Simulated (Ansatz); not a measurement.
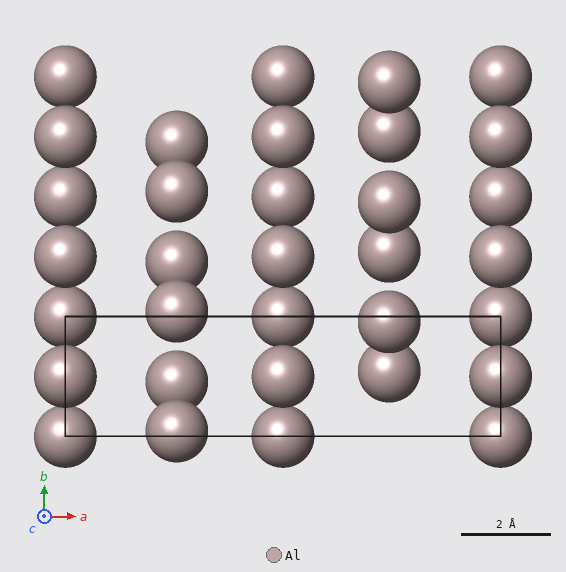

Starting structure of a crystal of Al (a generated structure, set up in Pnc2). The picture is a spheres-only view of the cell of the calculation, repeated 1 × 3 × 1 with one cell outlined, seen along the c axis.

Level of theory: Ansatz, DFT PBE, scalar-relativistic, plane waves, PAW.

Input
```yaml
crystal:
  lattice:
    - [9.8801893, 0.0, 0.0]
    - [0.0, 2.72149591, 0.0]
    - [0.0, 0.0, 4.95555005]
  atoms:
    - { symbol: Al, position: [0.0, 0.5, 0.83889995] }
    - { symbol: Al, position: [0.5, 0.5, 0.85178561] }
    - { symbol: Al, position: [0.0, 0.0, 0.33889995] }
    - { symbol: Al, position: [0.5, 0.0, 0.35178561] }
    - { symbol: Al, position: [0.74396752, 0.54445182, 0.15465722] }
    - { symbol: Al, position: [0.25603248, 0.45554818, 0.15465722] }
    - { symbol: Al, position: [0.74396752, 0.95554818, 0.65465722] }
    - { symbol: Al, position: [0.25603248, 0.04445182, 0.65465722] }
basis:
  ecutwfc: 420
kpoints:
  mp_grid: { grid: [4, 14, 8] }
hamiltonian:
  xc: pbe
scf:
  occupations: { method: gaussian, width: 0.1 }
output:
  forces: true
  stress: true
  eigenvalues: true
  write_density: true
  write_potential: true
  elf: true
  volumetric_format: npy
relax:
  adjacent_minimum: "off"
  f_tol: 0.01
  max_steps: 80
  cell: { stress_tol: 0.05 }
```

Command:
```bash
ansatz run input.yaml --threads 1 --pin off --max-ram 2560MiB --backend cpu --events-out ev --progress --plain --runs-dir out
```

Q: What does the optimiser find from here?

A: Over 5 accepted moves (7 points after the start) the energy falls by 31.0 meV per atom. The largest force component goes from 0.3 to 0.00015 eV/Å. The pressure goes from 1.19 to 0.00 GPa. At 2 points the geometry stayed and the basis and grid were re-selected for the new cell (energy shift of 0.2 meV per atom at most each time). The largest moves relative to the cell, 0.15 Å, are those of Al5, Al6, Al7 and Al8. Al7 goes in a general direction near [1 3 1]. The drawn cell changes as follows: a 9.880 → 9.484 Å (−4.0 %), b 2.721 → 2.838 Å (+4.3 %), c 4.956 → 4.941 Å (−0.3 %); the volume changes by −0.2 %. Some distances before and after: Al1–Al7 3.071 → 2.883 Å, Al5–Al7 2.719 → 2.849 Å, Al1–Al1 2.721 → 2.838 Å, Al2–Al7 2.993 → 2.883 Å. Within 0.06 Å the space group is Pnc2 at the start and P6_3/mmc at the end; at a tighter tolerance small leftover displacements or strains of the cell lower it. The run took 7.6 min on 1 thread of Intel(R) Xeon(R) Processor @ 2.50GHz (Skylake/Cascade Lake), with other jobs on the host, peak memory 0.58 GiB.

Final geometry:

```
CELL_PARAMETERS angstrom
9.48430 0.00000 0.00000
0.00000 2.83808 0.00000
0.00000 0.00000 4.94080
ATOMIC_POSITIONS crystal
Al 0.00000 0.50000 0.83316
Al 0.50000 0.50000 0.83321
Al 0.00000 0.00000 0.33316
Al 0.50000 0.00000 0.33321
Al 0.75000 0.50000 0.16681
Al 0.25000 0.50000 0.16681
Al 0.75000 0.00000 0.66681
Al 0.25000 0.00000 0.66681
```

After the run, drawn alike:

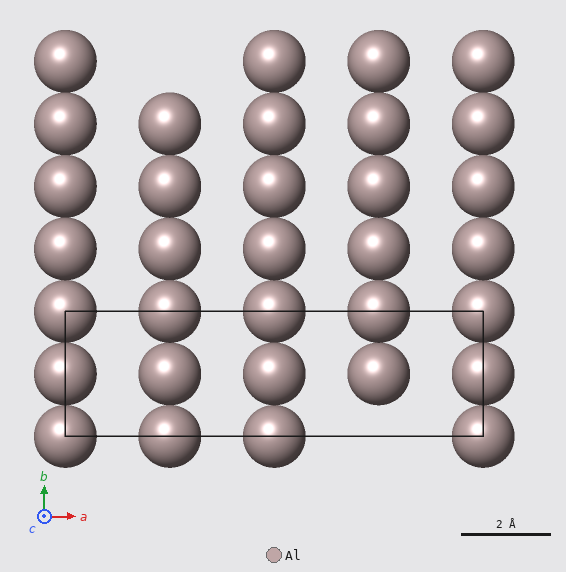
